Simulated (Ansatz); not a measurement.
System: Cu (slab).

The calculation's input:

```
crystal:
  lattice:
    - [2.5666196053, 0.0, 0.0]
    - [-1.2833098027, 6.6682733402, 0.0]
    - [0.0, 0.0, 27.5738167938]
  atoms:
    - { symbol: Cu, position: [0.1851851852, 0.3703703704, 0.2719971651] }
    - { symbol: Cu, position: [0.3703703704, 0.7407407407, 0.2973308135] }
    - { symbol: Cu, position: [0.5555555556, 0.1111111111, 0.3226644618] }
    - { symbol: Cu, position: [0.7407407407, 0.4814814815, 0.3479981101] }
    - { symbol: Cu, position: [0.9259259259, 0.8518518519, 0.3733317584] }
    - { symbol: Cu, position: [0.1111111111, 0.2222222222, 0.3986654067] }
    - { symbol: Cu, position: [0.2962962963, 0.5925925926, 0.423999055] }
    - { symbol: Cu, position: [0.4814814815, 0.962962963, 0.4493327034] }
    - { symbol: Cu, position: [0.6666666667, 0.3333333333, 0.4746663517] }
    - { symbol: Cu, position: [0.8518518519, 0.7037037037, 0.5] }
    - { symbol: Cu, position: [0.037037037, 0.0740740741, 0.5253336483] }
    - { symbol: Cu, position: [0.2222222222, 0.4444444444, 0.5506672966] }
    - { symbol: Cu, position: [0.4074074074, 0.8148148148, 0.576000945] }
    - { symbol: Cu, position: [0.5925925926, 0.1851851852, 0.6013345933] }
    - { symbol: Cu, position: [0.7777777778, 0.5555555556, 0.6266682416] }
    - { symbol: Cu, position: [0.962962963, 0.9259259259, 0.6520018899] }
    - { symbol: Cu, position: [0.1481481481, 0.2962962963, 0.6773355382] }
    - { symbol: Cu, position: [0.3333333333, 0.6666666667, 0.7026691865] }
    - { symbol: Cu, position: [0.5185185185, 0.037037037, 0.7280028349] }
basis:
  ecutwfc: 420
kpoints:
  mp_grid: { grid: [14, 5, 1] }
hamiltonian:
  xc: pbe
scf:
  occupations: { method: gaussian, width: 0.1 }
output:
  forces: true
  stress: true
  eigenvalues: true
  write_density: true
  write_potential: true
  elf: true
  volumetric_format: npy
efield:
  axis: 3
  dipole_correction: true
```

Command:

```sh
ansatz run input.yaml --threads 4 --pin off --max-ram 10240MiB --backend cpu --events-out ev --progress --plain --runs-dir out
```

Not relaxed (largest force 0.5 eV/Å); computed without spin polarisation.

Theory: DFT PBE, scalar-relativistic, plane waves, PAW (Ansatz).

Predict the valence pseudo-density and electron localisation function between the atoms.

Cu–Cu (2.57 Å): ρ is about 0.27 e/Å³ halfway; the ELF is about 0.25 at the midpoint: no localised pair shows between them.

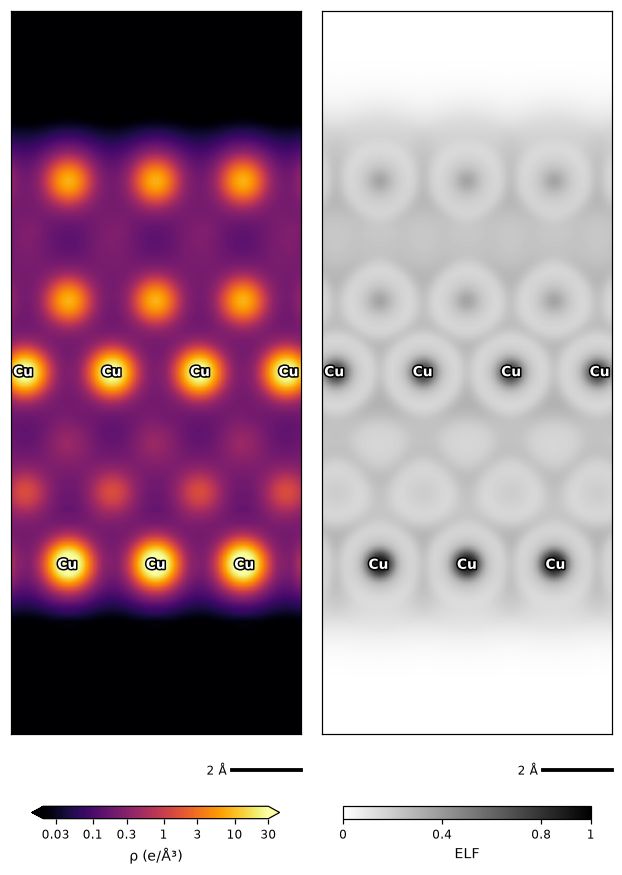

Computed valence pseudo-density and electron localisation function on the (010) plane of the calculation cell, a cut from vacuum to vacuum, in this order. Atoms just off the plane (Cu, 0.5 Å away) can leave unmarked features too.

The density is the valence pseudo-density of a PAW calculation; it isn't the true density close to the nuclei.
